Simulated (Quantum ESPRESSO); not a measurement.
## Relaxation of cell and atoms, with input and output: Si (part 1 of 2)

The run: relaxation of cell and atoms of Si (P-1, 1 atom in the cell). Method and program: Kohn-Sham DFT of a periodic cell, revPBE with rVV10, SPMS 1.0 PBE, no spin polarisation (Quantum ESPRESSO 7.5).

The structure derives from a Materials Project entry.

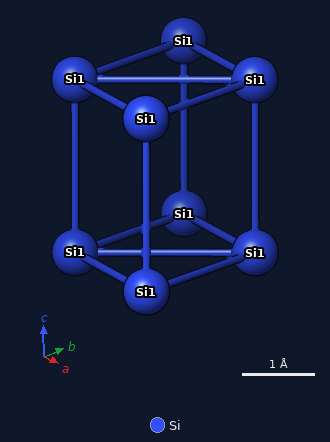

*The structure (ball-and-stick view of the cell of the calculation, seen slightly off an axis; atoms are numbered from 1 in the order of the input). An atom can appear more than once, as a periodic image.*

The input
```
&CONTROL
  calculation = 'vc-relax'
  prefix = 'pwscf'
  outdir = './tmp'
  pseudo_dir = './pseudo'
  tprnfor = .true.
  tstress = .true.
  disk_io = 'low'
  nstep = 40
  forc_conv_thr = 0.0004
  etot_conv_thr = 1d-05
/
&SYSTEM
  ibrav = 0
  nat = 1
  ntyp = 1
  ecutwfc = 40
  nbnd = 7
  input_dft = 'sla+pw+revx+pbc+vv10'
  occupations = 'smearing'
  smearing = 'mp'
  degauss = 0.00367493
/
&ELECTRONS
  conv_thr = 2d-10
  electron_maxstep = 120
  mixing_beta = 0.5
/
&IONS
  ion_dynamics = 'bfgs'
/
&CELL
  cell_dynamics = 'bfgs'
  press = 0
  press_conv_thr = 0.3
/
ATOMIC_SPECIES
Si    28.0850 14_Si_4_1.9_1.9_pbe_n_v1.0.upf
CELL_PARAMETERS angstrom
   2.6622503000   -0.0362423300   -0.0068309500
  -1.3625119300    2.2317606800    0.0418965100
  -0.0064290300    0.0418196400    2.4877607300
ATOMIC_POSITIONS crystal
Si     0.0000000000    0.0000000000    0.0000000000
K_POINTS automatic
10 10 9 0 0 0
```

Hardware: 1 thread of Intel Xeon (Sapphire Rapids), 16 GiB of memory available, shared host.

Launched with:
```bash
OMP_NUM_THREADS=1 pw.x -in pw.in > pw.out
```

Log
```
This program is part of the open-source Quantum ESPRESSO suite
     for quantum simulation of materials; please cite
         "P. Giannozzi et al., J. Phys.:Condens. Matter 21 395502 (2009);
         "P. Giannozzi et al., J. Phys.:Condens. Matter 29 465901 (2017);
         "P. Giannozzi et al., J. Chem. Phys. 152 154105 (2020);
          URL
     in publications or presentations arising from this work. More details at

     IMPORTANT: XC functional enforced from input :
     Exchange-correlation= SLA+PW+REVX+PBC+VV10
                           (   1   4   4   4  26   0   0)
     Any further DFT definition will be discarded
     Please, verify this is what you really want

     Message from routine setup:
     using ibrav=0 with symmetry is DISCOURAGED, use correct ibrav instead

     G-vector sticks info
     --------------------
     sticks:   dense  smooth     PW     G-vecs:    dense   smooth      PW
     Sum         265     265    101                 3383     3383     781

     Using Slab Decomposition

     bravais-lattice index     =            0
     lattice parameter (alat)  =       5.0314  a.u.
     unit-cell volume          =      98.8890 (a.u.)^3
     number of atoms/cell      =            1
     number of atomic types    =            1
     number of electrons       =         4.00
     number of Kohn-Sham states=            7
     kinetic-energy cutoff     =      40.0000  Ry
     charge density cutoff     =     160.0000  Ry
     scf convergence threshold =      2.0E-10
     mixing beta               =       0.5000
     number of iterations used =            8  plain     mixing
     energy convergence thresh.=      1.0E-05
     force convergence thresh. =      4.0E-04
     press convergence thresh. =      3.0E-01
     Exchange-correlation= SLA+PW+REVX+PBC+VV10
                           (   1   4   4   4  26   0   0)
     nstep                     =           40

     celldm(1)=   5.031407  celldm(2)=   0.000000  celldm(3)=   0.000000
     celldm(4)=   0.000000  celldm(5)=   0.000000  celldm(6)=   0.000000

     crystal axes: (cart. coord. in units of alat)
               a(1) = (   0.999904  -0.013612  -0.002566 )
               a(2) = (  -0.511740   0.838218   0.015736 )
               a(3) = (  -0.002415   0.015707   0.934368 )

     reciprocal axes: (cart. coord. in units 2 pi/alat)
               b(1) = (  1.008459  0.615820 -0.007746 )
               b(2) = (  0.016330  1.203355 -0.020186 )
               b(3) = (  0.002494 -0.018575  1.070561 )

     PseudoPot. # 1 for Si read from file:
     14_Si_4_1.9_1.9_pbe_n_v1.0.upf
     Pseudo is Norm-conserving + core correction, Zval =  4.0
     Generated using ONCVPSP code by D. R. Hamann
     Using radial grid of 1524 points,  6 beta functions with:
                l(1) =   0
                l(2) =   0
                l(3) =   1
                l(4) =   1
                l(5) =   2
                l(6) =   2

     atomic species   valence    mass     pseudopotential
     Si                4.00    28.08500     Si( 1.00)

      2 Sym. Ops., with inversion, found

   Cartesian axes

     site n.     atom                  positions (alat units)
         1        Si     tau(   1) = (   0.0000000   0.0000000   0.0000000  )

     number of k points=   452  Methfessel-Paxton smearing, width (Ry)=  0.0037

     Number of k-points >= 100: set verbosity='high' to print them.

     Dense  grid:     3383 G-vectors     FFT dimensions: (  24,  20,  20)

     Initial potential from superposition of free atoms

     starting charge       3.9994, renormalised to       4.0000

Carrying out rVV10 run using the following parameters:
Nqs =      20    Nr_points =    1024   r_max =   100.000
b_value =  6.30000    beta =  0.00901
     q_mesh =  0.00010000  0.00030000  0.00058939  0.00100810
               0.00161396  0.00249058  0.00375900  0.00559430
               0.00824984  0.01209221  0.01765183  0.02569619
               0.03733578  0.05417739  0.07854596  0.11380545
               0.16482331  0.23864234  0.34545298  0.50000000

Gradients computed in Reciprocal space

     Starting wfcs are    4 randomized atomic wfcs +    3 random wfcs

     Self-consistent Calculation

     iteration #  1     ecut=    40.00 Ry     beta= 0.50
     Davidson diagonalization with overlap
     ethr =  1.00E-02,  avg # of iterations =  6.3

     Threshold (ethr) on eigenvalues was too large:
     Diagonalizing with lowered threshold

     Davidson diagonalization with overlap
     ethr =  1.12E-04,  avg # of iterations =  3.0

     total energy              =      -8.40976787 Ry
     estimated scf accuracy    <       0.00441963 Ry

     iteration #  2     ecut=    40.00 Ry     beta= 0.50
     Davidson diagonalization with overlap
     ethr =  1.10E-04,  avg # of iterations =  1.0

     total energy              =      -8.40971358 Ry
     estimated scf accuracy    <       0.00103603 Ry

     iteration #  3     ecut=    40.00 Ry     beta= 0.50
     Davidson diagonalization with overlap
     ethr =  2.59E-05,  avg # of iterations =  1.5

     total energy              =      -8.40973416 Ry
     estimated scf accuracy    <       0.00000774 Ry

     iteration #  4     ecut=    40.00 Ry     beta= 0.50
     Davidson diagonalization with overlap
     ethr =  1.93E-07,  avg # of iterations =  3.2

     total energy              =      -8.40973559 Ry
     estimated scf accuracy    <       0.00000010 Ry

     iteration #  5     ecut=    40.00 Ry     beta= 0.50
     Davidson diagonalization with overlap
     ethr =  2.41E-09,  avg # of iterations =  2.4

     total energy              =      -8.40973564 Ry
     estimated scf accuracy    <       0.00000001 Ry

     iteration #  6     ecut=    40.00 Ry     beta= 0.50
     Davidson diagonalization with overlap
     ethr =  2.73E-10,  avg # of iterations =  1.4

     End of self-consistent calculation

     Number of k-points >= 100: set verbosity='high' to print the bands.

     the Fermi energy is    10.2269 ev

!    total energy              =      -8.40973564 Ry
     estimated scf accuracy    <          1.7E-10 Ry
     smearing contrib. (-TS)   =      -0.00000017 Ry
     internal energy E=F+TS    =      -8.40973547 Ry

     The total energy is F=E-TS. E is the sum of the following terms:
     one-electron contribution =       4.51984251 Ry
     hartree contribution      =       0.07714043 Ry
     xc contribution           =      -3.11287240 Ry
     ewald contribution        =      -9.89384600 Ry

     convergence has been achieved in   6 iterations

     Forces acting on atoms (cartesian axes, Ry/au):

     atom    1 type  1   force =     0.00000000    0.00000000    0.00000000

     Total force =     0.000000     Total SCF correction =     0.000000

     Computing stress (Cartesian axis) and pressure

          total   stress  (Ry/bohr**3)                   (kbar)     P=       34.40
   0.00039529   0.00000594   0.00003840           58.15        0.87        5.65
   0.00000594   0.00050953  -0.00022127            0.87       74.95      -32.55
   0.00003840  -0.00022127  -0.00020334            5.65      -32.55      -29.91

     BFGS Geometry Optimization
     Energy error            =      1.4E-03 Ry
     Gradient error          =      0.0E+00 Ry/Bohr
     Cell gradient error     =      7.5E+01 kbar

     number of scf cycles    =   1
     number of bfgs steps    =   0

     enthalpy           new  =      -8.4097356385 Ry

     new trust radius        =       0.0276217020 bohr
     new conv_thr            =       0.0000000002 Ry

     new unit-cell volume =    100.62104 a.u.^3 (    14.91050 Ang^3 )
     density =      3.12774 g/cm^3

CELL_PARAMETERS (angstrom)
   2.688547261  -0.036270773  -0.004039752
  -1.375604838   2.259755078   0.028029974
  -0.004097884   0.028589847   2.474876871

ATOMIC_POSITIONS (crystal)
Si               0.0000000000        0.0000000000        0.0000000000

     NEW-OLD atomic charge density approx. for the potential
     New effective cutoffs (rho, wfc):  160.91   40.48

     Self-consistent Calculation

     iteration #  1     ecut=    40.00 Ry     beta= 0.50
     Davidson diagonalization with overlap
     ethr =  1.00E-06,  avg # of iterations =  6.0

     total energy              =      -8.41084758 Ry
     estimated scf accuracy    <       0.00002504 Ry

     iteration #  2     ecut=    40.00 Ry     beta= 0.50
     Davidson diagonalization with overlap
     ethr =  6.26E-07,  avg # of iterations =  1.0

     total energy              =      -8.41084829 Ry
     estimated scf accuracy    <       0.00000242 Ry

     iteration #  3     ecut=    40.00 Ry     beta= 0.50
     Davidson diagonalization with overlap
     ethr =  6.06E-08,  avg # of iterations =  1.3

     total energy              =      -8.41084869 Ry
     estimated scf accuracy    <       0.00000003 Ry

     iteration #  4     ecut=    40.00 Ry     beta= 0.50
     Davidson diagonalization with overlap
     ethr =  8.04E-10,  avg # of iterations =  2.8

     total energy              =      -8.41084871 Ry
     estimated scf accuracy    <          3.7E-10 Ry

[... 114 further cycles ...]
     iteration #  4     ecut=    40.00 Ry     beta= 0.50
     Davidson diagonalization with overlap
     ethr =  1.00E-13,  avg # of iterations =  2.4

     End of self-consistent calculation

     Number of k-points >= 100: set verbosity='high' to print the bands.

     the Fermi energy is     9.7379 ev

!    total energy              =      -8.41215685 Ry
     estimated scf accuracy    <          5.8E-14 Ry
     smearing contrib. (-TS)   =      -0.00000372 Ry
     internal energy E=F+TS    =      -8.41215313 Ry

     The total energy is F=E-TS. E is the sum of the following terms:
     one-electron contribution =       4.36345141 Ry
     hartree contribution      =       0.08239639 Ry
     xc contribution           =      -3.08799993 Ry
     ewald contribution        =      -9.77000100 Ry

     convergence has been achieved in   4 iterations

     Forces acting on atoms (cartesian axes, Ry/au):

     atom    1 type  1   force =     0.00000000    0.00000000    0.00000000

     Total force =     0.000000     Total SCF correction =     0.000000

     Computing stress (Cartesian axis) and pressure

          total   stress  (Ry/bohr**3)                   (kbar)     P=        0.06
   0.00000056   0.00000008  -0.00000047            0.08        0.01       -0.07
   0.00000008   0.00000080  -0.00000005            0.01        0.12       -0.01
  -0.00000047  -0.00000005  -0.00000020           -0.07       -0.01       -0.03

     Energy error            =      5.6E-08 Ry
     Gradient error          =      0.0E+00 Ry/Bohr
     Cell gradient error     =      1.2E-01 kbar

     bfgs converged in  26 scf cycles and  25 bfgs steps
     (criteria: energy <  1.0E-05 Ry, force <  4.0E-04 Ry/Bohr, cell <  3.0E-01 kbar)

     End of BFGS Geometry Optimization

     Final enthalpy           =      -8.4121568533 Ry

     File ./tmp/pwscf.bfgs deleted, as requested
Begin final coordinates
     new unit-cell volume =    102.76815 a.u.^3 (    15.22867 Ang^3 )
     density =      3.06240 g/cm^3

CELL_PARAMETERS (angstrom)
   2.680245023  -0.011108701   0.000018038
  -1.349155267   2.337170335  -0.000909555
   0.000063506   0.001103012   2.436897754

ATOMIC_POSITIONS (crystal)
Si               0.0000000000        0.0000000000        0.0000000000
End final coordinates

     Final scf calculation at the relaxed structure.
     The G-vectors are recalculated for the final unit cell
     Results may differ from those at the preceding step.

     G-vector sticks info
     --------------------
     sticks:   dense  smooth     PW     G-vecs:    dense   smooth      PW
     Sum         283     283    109                 3517     3517     803

     Using Slab Decomposition
```
